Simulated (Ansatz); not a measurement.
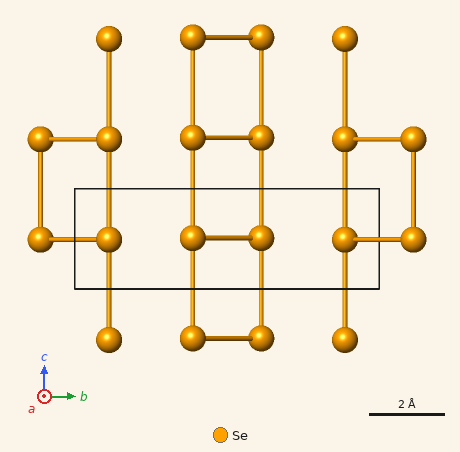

A crystal of Se (set up in P2_12_12), before the relaxation. Style: ball-and-stick. Shown: the cell of the calculation, repeated 1 × 1 × 2 with one cell outlined, along the a axis.

Theory: DFT r2SCAN, scalar-relativistic, plane waves, PAW (Ansatz 0.2.0).

The input:
```yaml
crystal:
  lattice:
    - [4.5419668655, 0.0, 0.0]
    - [0.0, 8.2075614645, 0.0]
    - [0.0, 0.0, 2.7059319706]
  atoms:
    - { symbol: Se, position: [0.673191282, 0.3875397752, 0.5077098882] }
    - { symbol: Se, position: [0.826808718, 0.8875397752, 0.4922901118] }
    - { symbol: Se, position: [0.326808718, 0.6124602248, 0.5077098882] }
    - { symbol: Se, position: [0.173191282, 0.1124602248, 0.4922901118] }
basis:
  ecutwfc: 500
kpoints:
  mp_grid: { grid: [10, 6, 16] }
hamiltonian:
  xc: r2scan
scf:
  occupations: { method: gaussian, width: 0.1 }
output:
  forces: true
  stress: true
  eigenvalues: true
relax:
  adjacent_minimum: "off"
  f_tol: 0.005
  max_steps: 80
  cell: { stress_tol: 0.05 }
```

Question: Predict the outcome.

Answer: The energy falls by 44.1 meV per cell of the calculation in 5 accepted moves (6 points after the start). Largest force component: 0.33 eV/Å at the start, 0.0014 eV/Å at the end. The pressure goes from −0.39 to 0.01 GPa. At 1 point the geometry stayed and the basis and grid were re-selected for the new cell (energy shift of 0.2 meV per cell of the calculation at most each time). The largest moves relative to the cell, 0.071 Å, are those of Se1, Se2, Se3 and Se4. Se3 goes roughly along [3 −1 −2]. The volume changes by +4.6 %, with a 4.542 → 4.629 Å (+1.9 %), b 8.208 → 8.373 Å (+2.0 %), c 2.706 → 2.724 Å (+0.7 %). Near-neighbour distances that change, for instance: Se1–Se3 2.425 → 2.356 Å, Se1–Se1 2.706 → 2.724 Å. The space group (tolerance 0.01 Å) goes from P2_12_12 (No. 18) to Pbam (No. 55). The run took of the order of 9 core-minutes on a shared host.

After the run, drawn alike:

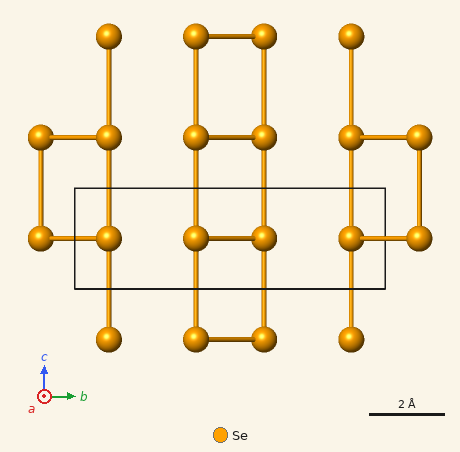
